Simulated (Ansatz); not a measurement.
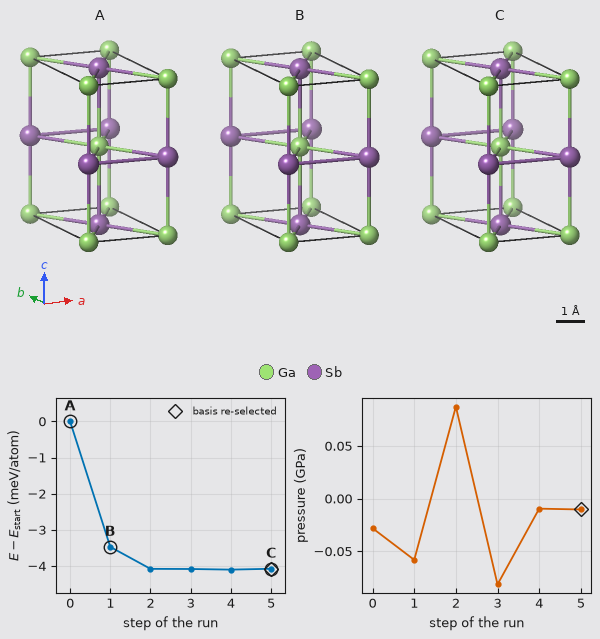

Frames of a relaxation of solid GaSb (set up in Immm), marked on the history of the run. A ball-and-stick model of the conventional cell (2 times the calculation's cell), seen slightly off an axis. Lengths and directions refer to the drawn axes.

These are results of DFT PBE, scalar-relativistic, plane waves, PAW in Ansatz 0.2.0, not measurements.

Input
```yaml
crystal:
  lattice:
    - [-1.55590105, 2.67500305, 2.89331293]
    - [1.55590105, -2.67500305, 2.89331293]
    - [1.55590105, 2.67500305, -2.89331293]
  atoms:
    - { symbol: Ga, position: [0.0, 0.0, 0.0] }
    - { symbol: Sb, position: [0.5, 0.5, 0.0] }
basis:
  ecutwfc: 420
kpoints:
  mp_grid: { grid: [20, 20, 20] }
hamiltonian:
  xc: pbe
scf:
  occupations: { method: gaussian, width: 0.1 }
output:
  forces: true
  stress: true
  eigenvalues: true
relax:
  adjacent_minimum: "off"
  f_tol: 0.01
  max_steps: 80
  cell: { stress_tol: 0.05 }
```

Launched with:
```bash
ansatz run input.yaml --threads 1 --pin off --max-ram 2560MiB --backend cpu --events-out ev --progress --plain --runs-dir out
```

Question: Describe the path.

Answer: The energy falls by 4.1 meV per atom in 4 accepted moves (5 points after the start). All forces vanish by symmetry, so only the cell relaxes. Pressure: −0.03 GPa at the start and −0.01 GPa at the end. At 1 point the geometry stayed and the basis and grid were re-selected for the new cell (energy shift of less than 0.05 meV per atom at most each time). The atoms keep their places relative to the cell (all moves are under 0.005 Å). The volume changes by −0.2 %, with a 3.112 → 3.190 Å (+2.5 %), b 5.350 → 5.226 Å (−2.3 %), c 5.787 → 5.767 Å (−0.3 %). Among the contacts that change: Sb2–Sb2 3.112 → 3.190 Å, Ga1–Sb2 3.095 → 3.061 Å, Ga1–Sb2 (another image) 2.893 → 2.884 Å. Among the angles between lasting bonds that change: Sb2–Ga1–Sb2 119.6° → 117.2°, Sb2–Ga1–Sb2 60.4° → 62.8°. The space group stays Immm (No. 71). From step 0 to 1: energy −3.5 meV per atom. From step 1 to 5: volume −0.2 %, energy −0.6 meV per atom.

```tsv
step	E − E(0), meV/atom	pressure, GPa	volume, Å³/atom	note
0	0.00	-0.03	24.084	
1	-3.47	-0.06	24.073	
2	-4.08	0.09	23.995	
3	-4.08	-0.08	24.070	
4	-4.10	-0.01	24.037	
5	-4.07	-0.01	24.037	same geometry, new basis
```
